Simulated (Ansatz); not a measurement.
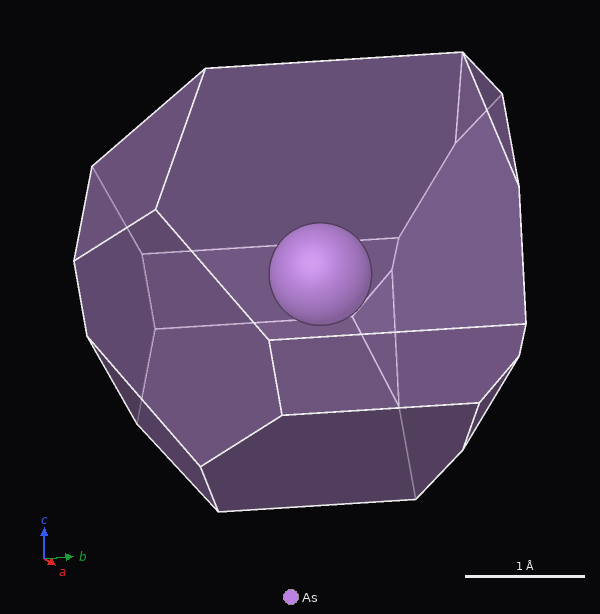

The polyhedron is the computed Voronoi (Dirichlet) cell of the central atom: each face lies in the plane that bisects the line to a neighbour. Central atom: As (8f) in As; faces take the colour of the neighbour behind them. Origin: the end point of a relaxation in a fixed cell with DFT PBE+D3(BJ), scalar-relativistic, plane waves, PAW (Ansatz).

As, space group Cmce (No. 64), a = 3.650 Å, b = 11.000 Å, c = 4.470 Å, α = 90.00°, β = 90.00°, γ = 90.00°

```tsv
site	Wyckoff	x	y	z
As	8f	0.0000	0.8892	0.0604
```

### How many faces does the cell have, and of which kinds?

15 faces, index ⟨4,2,2,6,0,0,0,1⟩.

### What is the volume of this Voronoi cell?

22.4 Å³, equal to the mean volume per atom.

### Tabulate the neighbours by distance and solid angle.

```tsv
neighbour	faces	distance (Å)	solid angle (% of sphere)
As	3	2.49	55.2
As	2	3.32	18.5
As	2	3.60	12.3
As	2	3.65	5.1
As	6	3.78	8.9
```
